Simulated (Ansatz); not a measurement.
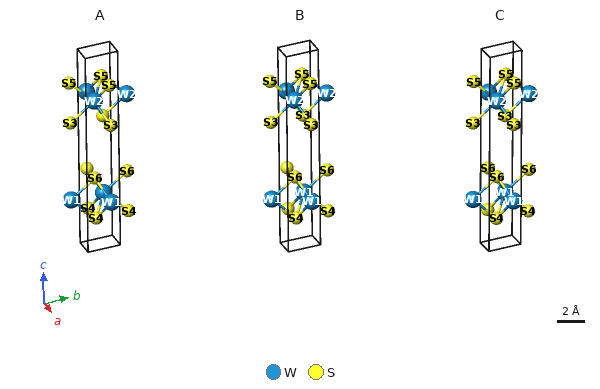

3 geometries from one relaxation of solid WS$_{2}$ (set up in P1), in shuffled order. Style: ball-and-stick. Shown: the cell of the calculation, slightly off an axis.

Case: cell sheared at random, sigma 0.03, atoms nudged by 0.01 Å; relaxed back.

Level of theory: DFT PBE, scalar-relativistic, plane waves, PAW in Ansatz. Set-up: plane-wave cutoff 420 eV; k-point mesh 12 × 12 × 2; occupations gaussian; smearing width 0.05 eV; no spin polarisation; cell and atoms relaxed; force threshold 0.01 eV/Å; at most 80 steps.

Put them in the order of the run, from the start to the converged end.

Answer. C, A, B. They are steps 0, 1, 4, at +44.0 meV per atom, +20.3 meV per atom relative to the last. The largest move relative to the cell is that of S5, 0.072 Å roughly along [−3 −3 −1]. Largest moves by element: S 0.072 Å, W 0.032 Å. The volume changes by +1.5 %, with a 3.167 → 3.188 Å (+0.7 %), b 3.141 → 3.188 Å (+1.5 %), c 14.911 → 14.979 Å (+0.5 %), α 88.7° → 89.7°, β 88.4° → 89.5°, γ 118.7° → 120.0°. Some distances before and after: W2–S5 2.558 → 2.420 Å, W1–S4 2.531 → 2.420 Å, W1–S4 (another image) 2.359 → 2.420 Å, W1–S6 2.476 → 2.420 Å. Among the angles between lasting bonds that change: W2–S5–W2 78.5° → 82.4°, S5–W2–S5 78.5° → 82.4°, W1–S4–W1 79.5° → 82.4°. Within 0.06 Å the space group is P-1 at the start and C2/c at the end; at a tighter tolerance small leftover displacements or strains of the cell lower it. Over 3 accepted moves (4 points after the start) the energy falls by 44.0 meV per atom. The largest force component goes from 1.4 to 0.0043 eV/Å. The pressure goes from −0.28 to −0.03 GPa. The SCF was repeated once at an unchanged geometry on a basis and grid sized afresh for the cell, which shifted the energy by 0.1 meV per atom at most. Cost: 9.4 min on 1 thread of Intel(R) Xeon(R) Processor @ 2.50GHz (Skylake/Cascade Lake), on a shared host, peak memory 0.74 GiB.

Limits of the set-up: layers or molecules are held without a dispersion correction, so their spacing is unreliable.
